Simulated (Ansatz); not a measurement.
**AgO: density, localisation and related maps**

```cif
data_structure
_symmetry_space_group_name_H-M 'P 1'
_symmetry_Int_Tables_number 1
_cell_length_a 4.9150
_cell_length_b 4.9150
_cell_length_c 4.9150
_cell_angle_alpha 90.000
_cell_angle_beta 90.000
_cell_angle_gamma 90.000
_cell_volume 118.73
loop_
_atom_site_label
_atom_site_type_symbol
_atom_site_fract_x
_atom_site_fract_y
_atom_site_fract_z
_atom_site_occupancy
Ag1 Ag 0.50000 0.50000 0.00000 1
Ag2 Ag 0.00000 0.50000 0.50000 1
Ag3 Ag 0.00000 0.00000 0.00000 1
Ag4 Ag 0.50000 0.00000 0.50000 1
O1 O 0.75000 0.75000 0.25000 1
O2 O 0.25000 0.75000 0.75000 1
O3 O 0.25000 0.25000 0.25000 1
O4 O 0.75000 0.25000 0.75000 1
```

Space group F-43m; computed pressure about 5 GPa in this cell.

These are results of Ansatz 0.2.0, Kohn-Sham DFT of a periodic cell, r2SCAN, Ansatz PAW, not measurements.

The density is the valence pseudo-density of a PAW calculation; it isn't the true density close to the nuclei.

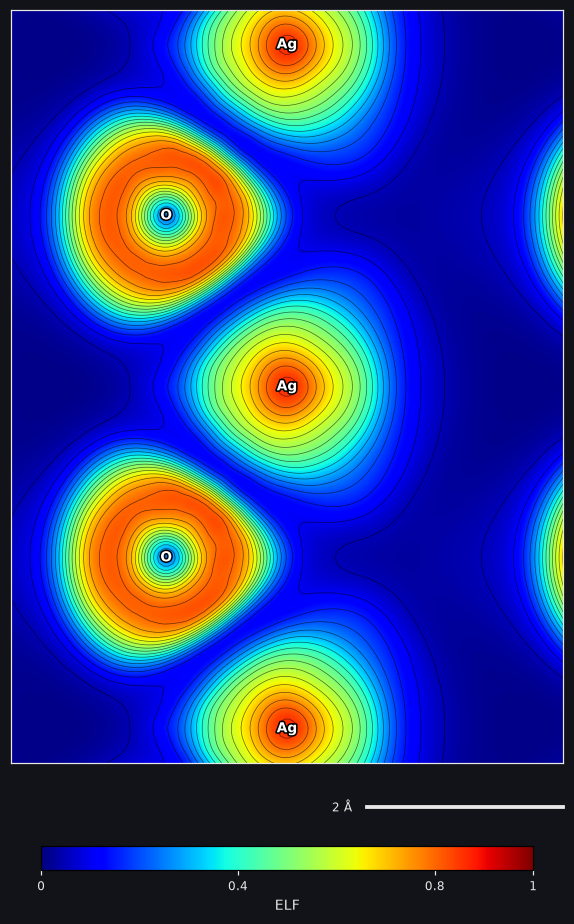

Figure 1. ELF on the (110) plane of the conventional cell.

### What does the map show?

The section cuts through Ag and O sites.
Ag–O (2.13 Å): the ELF peaks at about 0.80 in the valence shell of O, 0.6 Å from its nucleus, and drops to about 0.15 between the two atoms; no shared electron pair shows on this line.
The features right at Ag lie inside the PAW spheres, where the map follows smoothed inner orbitals and isn't to be read closely.

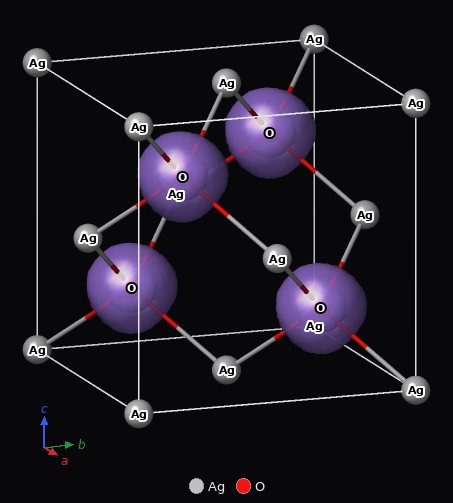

Figure 2. Isosurface of the ELF at 0.75 (purple), seen slightly off an axis. Core shells and regions of very low density are left out. Sticks mark near contacts.

### Describe the localisation domains.

At this value the surface marks out four regions wrapped around O (the valence shell of each), counted in one cell of 8 atoms. Any copies at cell faces, edges or corners count once.

### Metal or insulator at this level of theory?

It is metallic or semimetallic at this level of theory: no gap opens.
